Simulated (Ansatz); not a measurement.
```cif
data_structure
_symmetry_space_group_name_H-M 'P 1'
_symmetry_Int_Tables_number 1
_cell_length_a 6.3755
_cell_length_b 6.3755
_cell_length_c 8.3316
_cell_angle_alpha 67.505
_cell_angle_beta 67.505
_cell_angle_gamma 60.000
_cell_volume 263.11
loop_
_atom_site_label
_atom_site_type_symbol
_atom_site_fract_x
_atom_site_fract_y
_atom_site_fract_z
_atom_site_occupancy
W1 W 0.99196 0.01403 0.00204 1
W2 W 0.51403 0.49196 0.00204 1
W3 W 0.99196 0.49196 0.00204 1
S1 S 0.09823 0.59823 0.20530 1
S2 S 0.59853 0.59087 0.21207 1
S3 S 0.09087 0.09853 0.21207 1
S4 S 0.59853 0.09853 0.21207 1
S5 S 0.23374 0.73374 0.79879 1
S6 S 0.73857 0.73087 0.79198 1
S7 S 0.23087 0.23857 0.79198 1
S8 S 0.73857 0.23857 0.79198 1
```

Spin-polarised.

All numbers below come from DFT PBE, scalar-relativistic, plane waves, PAW in Ansatz.

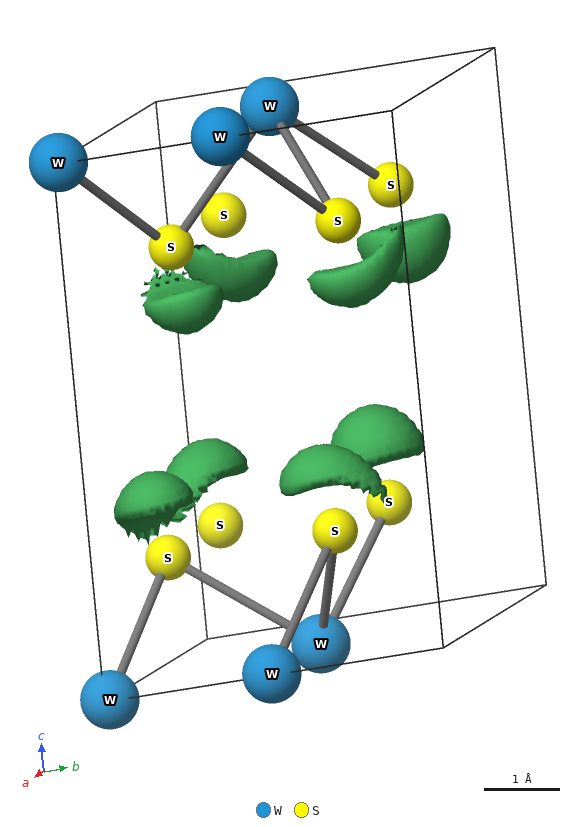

W$_{3}$S$_{8}$ (distorted or defective cell). Isosurface of the electron localisation function at 0.9 (green), seen slightly off an axis. Only the valence region is drawn (cores and ρ < 0.01 e/Å³ removed). Sticks mark near contacts.

In a PAW calculation such maps are meaningful between the atoms, not at the nuclei.

> Where are the electrons localised?

At this value the surface marks out eight lobes on S, pointing away from the bonds (lone pairs), counted in one cell of 11 atoms. Regions shared between cells count once. Profiles from the grid: W–S (2.38 Å): the ELF peaks at about 0.85 in the valence shell of S, 0.8 Å from its nucleus, and is about 0.50 at the midpoint. W–S (2.45 Å): the ELF peaks at about 0.85 in the valence shell of S, 0.8 Å from its nucleus, and is about 0.50 at the midpoint.

> Does the calculation make it a metal, or give it a gap?

It is gapless in this calculation (a metal or semimetal).
